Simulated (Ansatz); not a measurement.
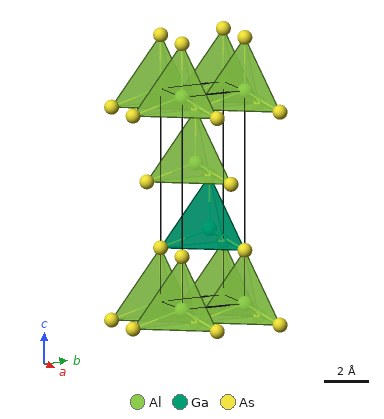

The figure gives a polyhedral picture of the atoms, viewed slightly off an axis. The conventional unit cell is drawn as a box. Some neighbours outside the box are added.

Al2GaAs3, space group P3m1 (No. 156), a = 4.014 Å, b = 4.014 Å, c = 9.820 Å, α = 90.00°, β = 90.00°, γ = 120.00°. The structure comes from a structure type filled with these elements by a generator (whether the compound takes this form wasn't checked). Earlier steps of the study, as a rule a relaxation of our own, may have changed the cell and positions, so they can lie some per cent off the listed ones. An electronic-structure calculation with Ansatz was run on it.

This one geometry was computed with Ansatz (DFT, plane waves, PAW) at five levels of theory: HSE06, r2SCAN, PBE with spin-orbit coupling, PBE and PBE0. It was relaxed beforehand with r2SCAN.

**Which level gives the highest pressure at this volume, and what does that say about its equilibrium volume?**

Highest: PBE with spin-orbit coupling (2.2 GPa) and PBE (2.2 GPa), which points to the largest equilibrium volume. Lowest, with the smallest volume: HSE06 (0.3 GPa), r2SCAN (0.0 GPa) and PBE0 (0.2 GPa). Levels within 0.5 GPa of each other can't be told apart.

**How does the band gap change with the level of theory?**

PBE with spin-orbit coupling: a gap of 1.03 eV, direct; PBE: a gap of 1.13 eV, direct; r2SCAN: a gap of 1.60 eV, direct; HSE06: a gap of 1.98 eV, direct; PBE0: a gap of 2.60 eV, direct.

**Collect the results in a table.**

| level | cutoff (eV) | k-mesh of the run's cell | gap (eV) | pressure (GPa) |
| --- | --- | --- | --- | --- |
| HSE06 | 420 | 6×6×2 | 1.98 | 0.3 |
| r2SCAN | 500 | 12×12×4 | 1.60 | 0.0 |
| PBE with spin-orbit coupling | 420 | 12×12×4 | 1.03 | 2.2 |
| PBE | 420 | 12×12×4 | 1.13 | 2.2 |
| PBE0 | 420 | 6×6×2 | 2.60 | 0.2 |

Gaps are taken on the k-mesh or band path of each run.
